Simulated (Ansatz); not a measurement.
```
CELL_PARAMETERS angstrom
2.77968 0.00000 0.00000
0.00000 2.77968 0.00000
0.00000 0.00000 7.83105
ATOMIC_POSITIONS crystal
Al 0.00000 0.00000 0.50000
Al 0.50000 0.50000 0.22105
Al 0.50000 0.50000 0.77895
Cu 0.00000 0.00000 0.00000
```

Space group P4/mmm; a structure from a database of computed crystals, not necessarily the ambient phase; changed on purpose from its base cell (strain along c alone, the other axes held, atoms relaxed: +3.0 %); computed pressure about −3 GPa in this cell; computed without spin polarisation.

Theory: DFT PBEsol, scalar-relativistic, plane waves, PAW in Ansatz 0.2.0.

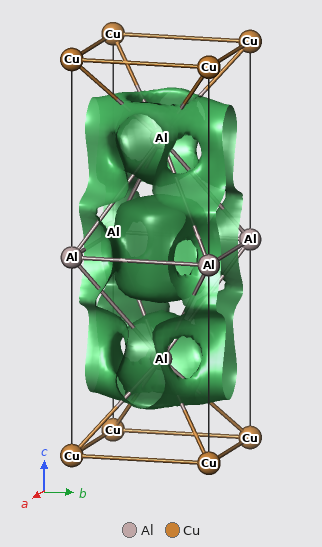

Al3Cu. Isosurface of the electron localisation function at 0.55 (green), seen slightly off an axis. Core shells and regions of very low density are left out. Sticks mark near contacts.

Q: Describe the localisation domains.

A: The surface consists of sheets that run through the cell in two directions, counted in one cell of 4 atoms. Any copies at cell faces, edges or corners count once. Along the contacts the grid gives the following. Al–Cu (2.62 Å): the ELF is about 0.45 at the midpoint. Al–Al (2.78 Å): the ELF peaks at about 0.70 between the atoms.

Q: Metal or insulator at this level of theory?

A: It is metallic or semimetallic at this level of theory: no gap opens.
